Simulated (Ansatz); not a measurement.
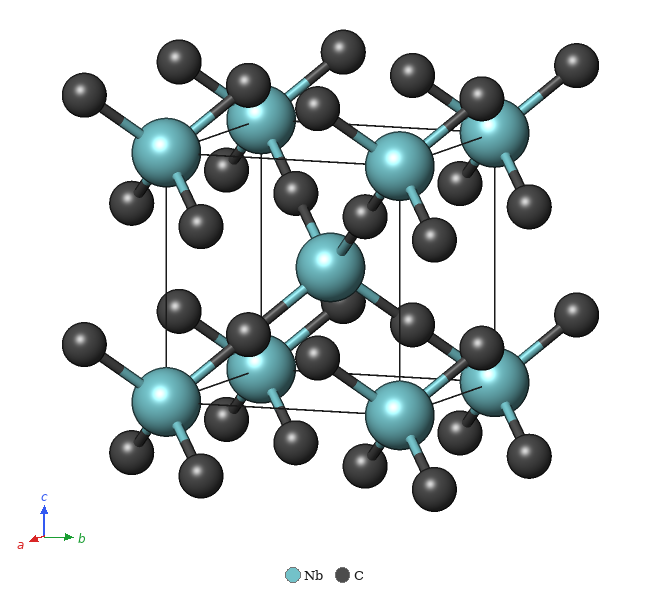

Structure drawing (ball-and-stick), viewed slightly off an axis. The frame is the conventional unit cell; atoms at its boundary are shown with their periodic copies. Every bond is drawn to its end, so some atoms lie outside the box. Cell: a = 4.67 Å, b = 4.67 Å, c = 4.67 Å, α = 90.00°, β = 90.00°, γ = 90.00°.

The initial geometry was a random cell made by a generator, so it need not be a real form of the compound. Earlier steps of the study may have refined or changed the cell and positions. It was the input of a calculation with Ansatz.

Q: Describe the crystal.

A: The formula is NbC2. It is primitive cubic, space group Pn-3m (No. 224). In terms of structure types, this is cuprite (Cu₂O) type. With Z = 2, the cell contains 2 Nb, 4 C. Around each Nb lie four C in a tetrahedral arrangement at about 2.0 Å. The neighbours of C are two Nb in a linear arrangement at about 2.0 Å. The bonds build a three-dimensional framework.

The calculation: DFT PBE, scalar-relativistic, plane waves, PAW in Ansatz, with 420 eV cutoff, k-point mesh 8×8×8, Gaussian smearing of 0.1 eV, no spin polarisation.

Q: Metal or not?

A: A metal: bands cross the Fermi level.

Q: List the Bader charges.

A: Nb +1.80 e; C -0.90 e.

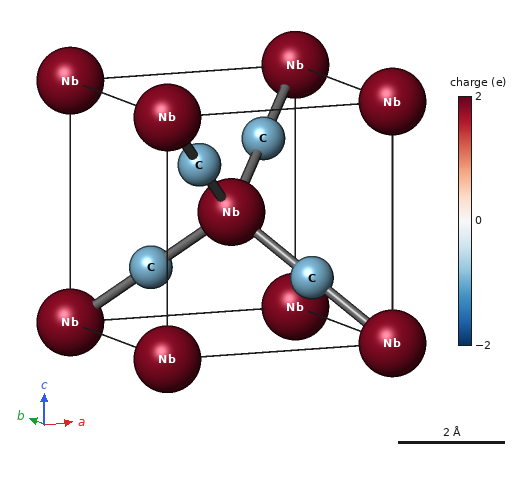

The atoms coloured by those charges. The run's cell of 6 atoms is drawn.

Q: Does this geometry sit at a stationary point of the energy?

A: Yes. All forces vanish to within 0.01 eV/Å. The pressure is 0.0 GPa, close to zero.
